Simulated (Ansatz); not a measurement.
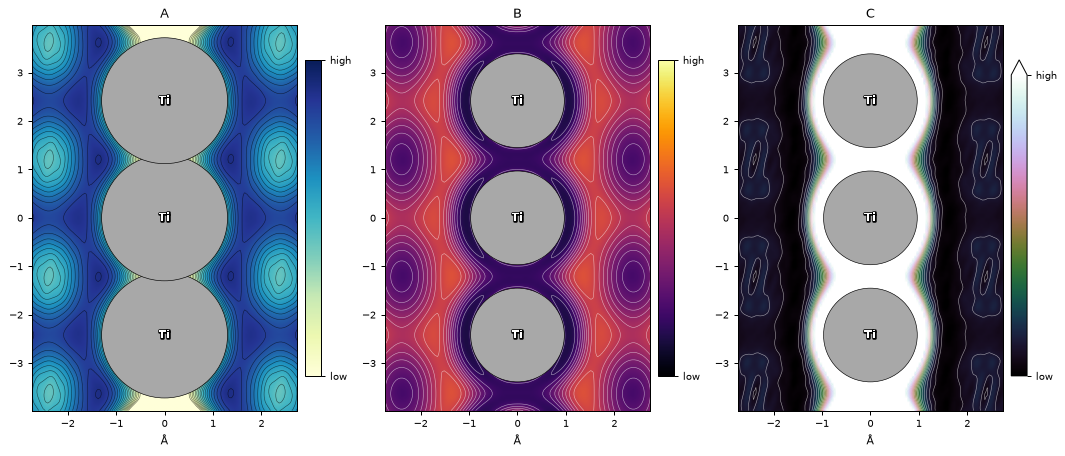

Ti: 3 fields on the (100) plane of the conventional cell, with unlabelled colour scales. Grey discs cover the atomic cores.

Space group R-3m; changed on purpose from its base cell (strained and moved within a subgroup); computed pressure about 3 GPa in this cell; computed without spin polarisation.

Computed with DFT PBEsol, scalar-relativistic, plane waves, PAW (Ansatz 0.2.0).

Which field does each panel show? The fields are: electron localisation function, electrostatic potential energy of an electron and valence pseudo-density.

Panel A: electrostatic potential energy of an electron (low next to the atoms, rising into the space between them). Panel B: electron localisation function. Panel C: valence pseudo-density.
